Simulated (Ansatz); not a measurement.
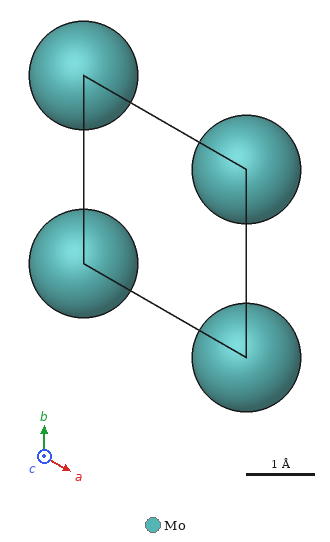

*The structure (spheres-only view of the cell of the calculation, along the c axis; atoms are numbered from 1 in the order of the input). An atom can appear more than once, as a periodic image.*

## Single-point calculation of Mo

- system: Mo (P6/mmm, 1 atom in the cell)
- method: DFT r2SCAN, scalar-relativistic, plane waves, PAW, no spin polarisation (Ansatz 0.2.0)

The structure derives from a Materials Project entry. It belongs to a series of runs on one base structure; here: strain +0.015 along x and y, +0.015 along z, atoms carried along. Figures and captions count atoms from 1; the log counts them from 0 in places.

### The program's output
```
Engine: ansatz 0.2.0, x86_64-unknown-linux-gnu
Pseudopotentials: kind: paw
Pseudopotential: Mo, paw, valence charge 14, recommended cutoff 500 eV (meta_gga), Mo.paw.azcp
Functional definition: r2SCAN
  parameter k0 = 0.174
  parameter k1 = 0.065
  parameter a1 = 4.9479
  exchange = r2scan_x(k0 = k0, k1 = k1, a1 = a1)
  correlation = r2scan_c
Crystal: 1 atoms, lattice volume = 17.315 Å³
Basis set: ecut = 500 eV, 417 PW (Γ), exchange–correlation on 96×96×80 points (64 copies of the dense FFT grid, shifted against one another)
Bands: 11, of which v1, the nominal top of the filled ones, is band 7 counted from 1 (6 counted from 0)
Symmetry: 24 space group operations
Space group: P6/mmm (ITA 191), of the structure as read, at distance tolerance 2.6e-5 Å
k-points: 370 of 5832
Non-local potential: Mo, projectors of the file, l = 0: 3, l = 1: 2, l = 2: 2, l = 3: 1
PAW form: soft (Blöchl's): semilocal exchange-correlation on the pseudo side does not see the compensation charge
PAW frozen core: Mo, regenerated for the run's functional (the file was generated under x = pbe(κ = 0.804, μ = 0.2195149727645171), c = pbe(β = 0.06672455060314922))
PAW one-centre angular grid: Mo, 590 points (default); XC on 160 Gauss nodes
Initial density: superposition of atomic densities (neutral atoms: chi_scale 0, normalization atom), corrected by the library's trained network
Initial wavefunctions: pseudopotential atomic-orbital guess
Functional: x = r2scan, c = r2scan; τ floored in thin density (d = 2e-4 eV/Å³)
SCF iter   1: F=—  HF=-4966.649186 eV  |F-HF|=—  |Δ(HF+E_count)|=         —  Δρ=1.24e-2  dr2=1.53e-2  dr2_τ=1.61e-2  ethr=1.77e-3  ⟨swp⟩=5.0  Hψ=24769  notcnv=0
preconditioner: auto → none  [metal: Δε(μ)=0.005 eV  Ē_g=7.706 eV  σ=0.150 eV  W_gap=0.02  n_scr=8 (ndim 8)  ℏωp=21.9 eV  f_vac=0.000  D(μ)=0.75/eV (n_scr^D=8)  sad-step TF]
SCF iter   2: F=—  HF=-4966.649620 eV  |F-HF|=—  |Δ(HF+E_count)|=   4.34e-4  Δρ=6.81e-3  dr2=4.01e-3  dr2_τ=2.05e-4  ethr=1.09e-4  ⟨swp⟩=1.4  Hψ=7674  notcnv=0
SCF iter   3: F=—  HF=-4966.649557 eV  |F-HF|=—  |Δ(HF+E_count)|=   6.33e-5  Δρ=6.35e-4  dr2=2.71e-5  dr2_τ=2.14e-6  ethr=2.86e-5  ⟨swp⟩=2.7  Hψ=6361  notcnv=0
SCF iter   4: F=—  HF=-4966.649591 eV  |F-HF|=—  |Δ(HF+E_count)|=   3.38e-5  Δρ=1.22e-4  dr2=1.85e-6  dr2_τ=6.15e-7  ethr=1.93e-7  ⟨swp⟩=2.3  Hψ=6539  notcnv=0
iter 5 did not close the SCF: its close was put off for the readings that it lacked (scf_convergence_deferred on its scf_iter line)
SCF iter   5: F=-4966.649590 eV  HF=-4966.649590 eV  |F-HF|=7.23e-8  |Δ(HF+E_count)|=   1.61e-7  Δρ=3.36e-5  dr2=7.80e-8  dr2_τ=1.51e-8  ethr=1.32e-8  ⟨swp⟩=2.4  Hψ=6091  notcnv=0
SCF iter   6: F=-4966.649590 eV  HF=-4966.649590 eV  |F-HF|=3.30e-9  |Δ(HF+E_count)|=   8.82e-8  Δρ=7.04e-6  dr2=3.16e-9  dr2_τ=8.31e-10  ethr=5.57e-10  ⟨swp⟩=5.6  Hψ=22484  notcnv=0
SCF 1 converged in 6 iterations: F = -4966.649590 eV  dr2 = 3.16e-9
  greatest PAW one-centre occupation: 0.997 electrons in one spin orbital (limit 2), on the Mo atom at site 0 (counted from 0), in its partial waves of l = 0
```

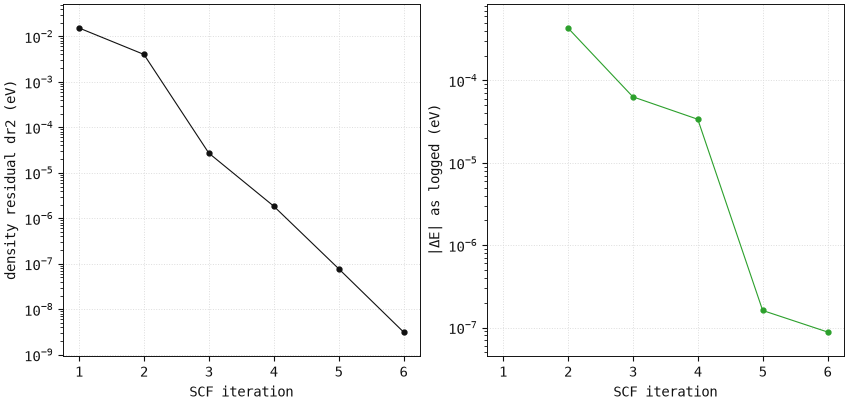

*Convergence of the self-consistent field: density residual dr2 and size of the energy change against the SCF iteration.*

The residual falls at every step.

```
SCF converged after 6 iterations
Free energy (F): -4966.649590 eV
Harris-Foulkes:  -4966.649590 eV  (|F-HF|=3.30e-9)
Internal energy: -4966.641064 eV  (E = F + TS)
E sigma→0 (E₀):  -4966.645327 eV
Entropy (-TS):   -0.008527 eV (-8.527 meV/atom)
Fermi energy:    18.613535 eV
--- Per-component energies (eV) ---
  E_band       = -98.073008
  E_kinetic    = 439.141058
  E_local      = -889.759740  (includes V_loc(G=0)·N_el)
  E_nonlocal   = 143.857954
  E_hartree    = 295.823810
  E_xc         = -177.436051
  E_vxc        = -254.821819  (∫ρ·V_xc dr)
  E_paw        = -3217.642297  (= ΣΔE_a)
  E_vpaw       = -145.139376  (= ΣTr[D̂ρ^β])
  E_aug_tail   = 0.000003  (compensation charges beyond the density's cutoff)
  E_vtau       = 17.001367  (kinetic-family band-sum trace: ∫τ·v_τ [+ j·A + Jᵃ·Aᵃ] dr)
  E_ewald      = -1560.404597
  E_core_change = -0.221204  (= ΣΔE_core)
  E_smearing   = -0.008527  (= −TS)
  E_closure    = 0.000000  (closes the sum)
  Σ components = -4966.649590   (vs F -4966.649590, Δ=0.00e0)
--- Forces (eV/Å), atoms counted from 1 ---
  atom   1  Mo     0.00000000     0.00000000     0.00000000
  max |Σ_I F_I| component: 0.00e0 eV/Å
--- Stress (GPa, compression-positive) ---
       -7.033363      -0.000000      -0.000000
       -0.000000      -7.033363      -0.000000
       -0.000000      -0.000000     -11.581824
  P = ⅓ Tr σ = -8.5495 GPa (-85.495 kbar)
--- Band table (eV; the first three rows and the last of 370) ---
  k-point 0: bands = ["-44.4434", "-17.0191", "-17.0191", "-16.9760", "11.5576", "14.1223", "17.7127", "17.7127", "22.6851", "22.6851", "31.9678"]
  k-point 1: bands = ["-44.4369", "-17.0283", "-17.0148", "-17.0148", "11.6535", "14.2376", "17.7345", "17.7345", "22.5596", "22.5596", "32.0289"]
  k-point 2: bands = ["-44.4180", "-17.1772", "-17.0025", "-17.0025", "11.9225", "14.5849", "17.7978", "17.7978", "22.2143", "22.2143", "32.2109"]
  k-point 369: bands = ["-43.9993", "-18.3071", "-17.7177", "-17.7177", "14.9394", "14.9394", "18.4364", "18.4364", "23.5515", "29.3176", "33.3853"]
```

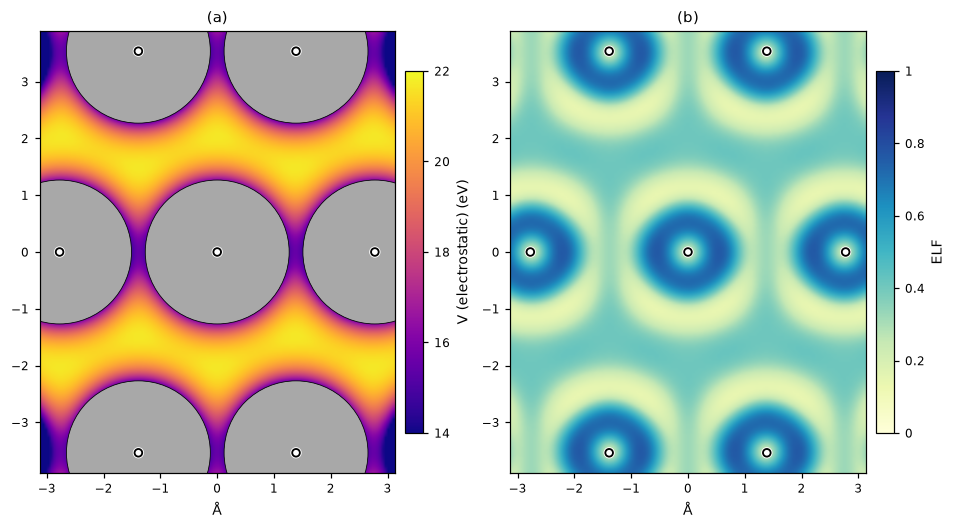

*(a) electrostatic potential energy of an electron; (b) electron localisation function on the (101) plane of the conventional cell. Circles mark the nuclei in the plane (Mo). Grey discs, where drawn, cover atomic cores.*

The section cuts through Mo sites. Mo–Mo (2.78 Å): the ELF is about 0.30 at the midpoint; no shared electron pair. The strong features right at Mo lie inside the PAW spheres (semicore, d or f shells) and say nothing about bonding. Outside the cores the potential energy rises away from the atoms and is highest about 1.8 Å from the nearest atoms; outside the discs it spans about 7 eV, and its zero is arbitrary. Core electrons are frozen (PAW), so the fields are smoothed inside the atomic spheres.

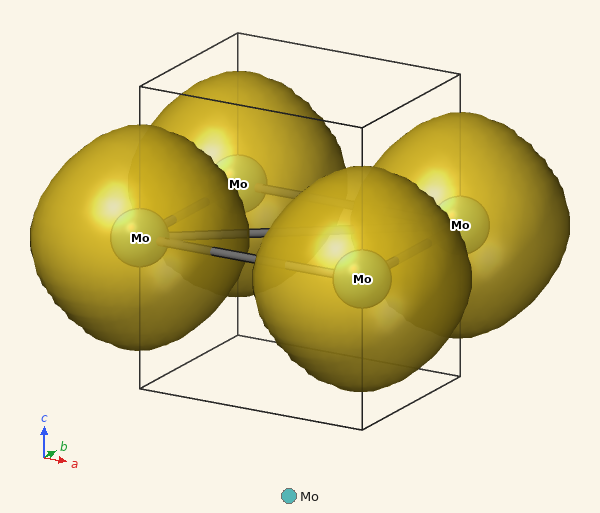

*Isosurface of the valence charge density (pseudo) at 1 e/Å³ (yellow), seen slightly off an axis. Sticks mark near contacts. The outline is the cell set on symmetry axes.*

At this value the density breaks into separate islands; it holds about 65 % of the electrons treated as valence (semicore included). It is pinched off along the Mo–Mo (2.59 Å) and Mo–Mo (2.78 Å) contacts. On the grid the lowest density along these lines, outside the cores, is 0.5 e/Å³ (Mo–Mo, 2.59 Å) and 0.36 e/Å³ (Mo–Mo, 2.78 Å).

This output came from the following input.

### Input file
```yaml
crystal:
  lattice:
    - [2.7765430532, 0.0, 0.0]
    - [-1.3882715266, 2.4045568187, 0.0]
    - [0.0, 0.0, 2.5935084105]
  atoms:
    - { symbol: Mo, position: [0.0, 0.0, 0.5] }
basis:
  ecutwfc: 500
kpoints:
  mp_grid: { grid: [18, 18, 18] }
hamiltonian:
  xc: r2scan
scf:
  occupations: { method: gaussian, width: 0.15 }
output:
  forces: true
  stress: true
  eigenvalues: true
  write_density: true
  write_potential: true
  elf: true
  volumetric_format: npy
```

Launched with:
```bash
ansatz run input.yaml --threads 1 --pin off --max-ram 2560MiB --backend cpu --events-out ev --progress --plain --runs-dir out
```

### Key numbers

```json
{"quantity": "outcome", "value": "converged"}
{"quantity": "space group (tolerance 0.01 Å)", "value": "P6/mmm (191)"}
{"quantity": "electrons treated", "value": "14"}
{"quantity": "free energy", "value": "−4966.6496 eV"}
{"quantity": "Fermi energy", "value": "18.614 eV"}
{"quantity": "gap on the k-point mesh", "value": "none (metallic)"}
{"quantity": "pressure", "value": "−8.55 GPa"}
{"quantity": "largest force (length of the vector)", "value": "under 0.001 eV/Å"}
{"quantity": "hardware", "value": "1 thread of Intel Xeon @ 2.50GHz (Skylake/Cascade Lake), 189 GiB of memory available, shared host"}
{"quantity": "wall time", "value": "21 s"}
{"quantity": "peak memory", "value": "0.44 GiB"}
```

### Notes

The cell is under a tension of 8.5 GPa at this level, so it is not at its equilibrium volume.
